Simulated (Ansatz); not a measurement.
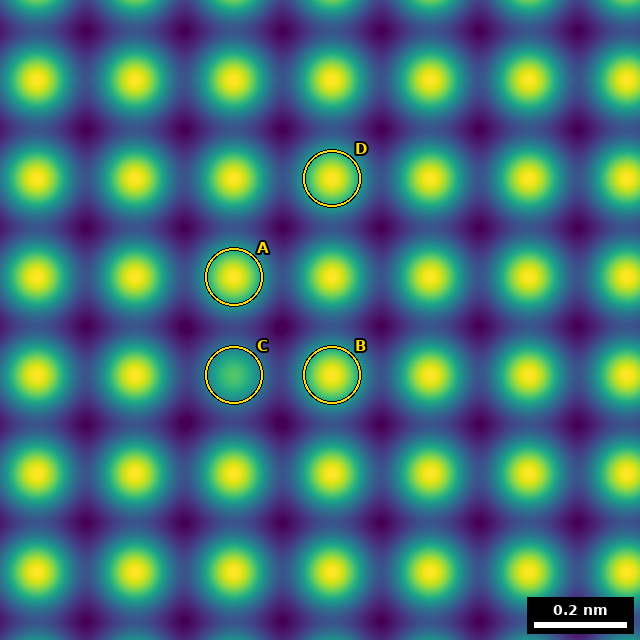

Z-contrast image of Si (Im-3m, No. 229) along [001]. The image is simulated as a sum over atoms of Z^1.7, blurred by a 1.11 Å probe (no channelling). The display is stretched by a gamma of 0.65; percentages refer to the linear signal.

The sample is 2 repeats (6.1 Å) thick. One point defect was put into the perfect crystal, without relaxing the atoms around it. Brightness is counted from the darkest point of the image. Host structure: the geometry relaxed with DFT, LDA (PW92), plane waves (420 eV) with PAW, scalar-relativistic (Ansatz); the starting structure was generated, so it need not be a known form of this composition.

**Which ringed column holds the defect, and does it scatter more or less than its equals?**

C; it scatters less. The column holds 2 atoms (Si) through the sample, and one Si atom is replaced by C, so its peak drops to about 60 % of that of its equals.
